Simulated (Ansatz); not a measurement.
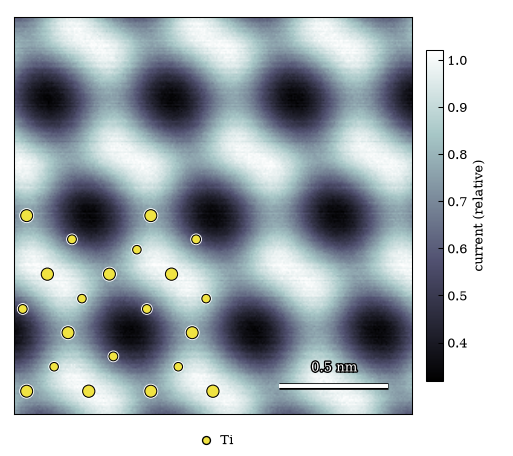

Constant-height image 3.5 Å above the topmost atom of Ti(110) (Im-3m bulk, 4 atomic planes (those closer than 0.6 Å count as one), 7 Å) with one Ti vacancy in a 2 × 2 cell, sample bias +1.00 V. The atoms seen from above are drawn over one corner (deeper ones smaller). Noise was added to mimic a scan.

Tersoff–Hamann simulation (s-wave tip); biases are sample biases. Bias windows are sharp sums over the levels of the k mesh.

Computed with DFT PBE, scalar-relativistic, plane waves, PAW (Ansatz 0.2.0). Cutoff 420 eV, 11 × 11 k-points, Gaussian smearing 0.1 eV, dipole correction. The slab is a cut without reconstruction beyond its cell, at the source's lattice constants, with its lower half held fixed and the rest relaxed. The defects repeat every 5.7 Å and interact, so states at the Fermi level and the work function belong to this dense array. This isn't the element's usual hcp form. No spin polarisation. The run warns that the functional's potential is rough in the thin density of the vacuum, where the tip is; weak contrasts and barriers may feel it.

```yaml
crystal:
  lattice:
    - [5.68459, 0.00000, 0.00000]
    - [-1.89486, 5.35948, 0.00000]
    - [0.00000, 0.00000, 24.96217]
  atoms:
    - { symbol: Ti, position: [0.25000, 0.25000, 0.36055] }
    - { symbol: Ti, position: [0.25000, 0.75000, 0.36055] }
    - { symbol: Ti, position: [0.75000, 0.25000, 0.36055] }
    - { symbol: Ti, position: [0.75000, 0.75000, 0.36055] }
    - { symbol: Ti, position: [0.00000, 0.00000, 0.45352] }
    - { symbol: Ti, position: [0.00000, 0.50000, 0.45352] }
    - { symbol: Ti, position: [0.50000, 0.00000, 0.45352] }
    - { symbol: Ti, position: [0.50000, 0.50000, 0.45352] }
    - { symbol: Ti, position: [0.20256, 0.20256, 0.55255] }
    - { symbol: Ti, position: [0.29096, 0.70904, 0.54269] }
    - { symbol: Ti, position: [0.70904, 0.29096, 0.54269] }
    - { symbol: Ti, position: [0.79744, 0.79744, 0.55255] }
    - { symbol: Ti, position: [0.00000, 0.50000, 0.62286] }
    - { symbol: Ti, position: [0.50000, 0.00000, 0.62286] }
    - { symbol: Ti, position: [0.50000, 0.50000, 0.62642] }
```

### Which atoms or sites appear bright, which dark, and how strong is the contrast?

The brightest spots lie over points just beside the top Ti atoms; the darkest points are over the vacancy. The brightest point carries 3 times the current of the darkest.
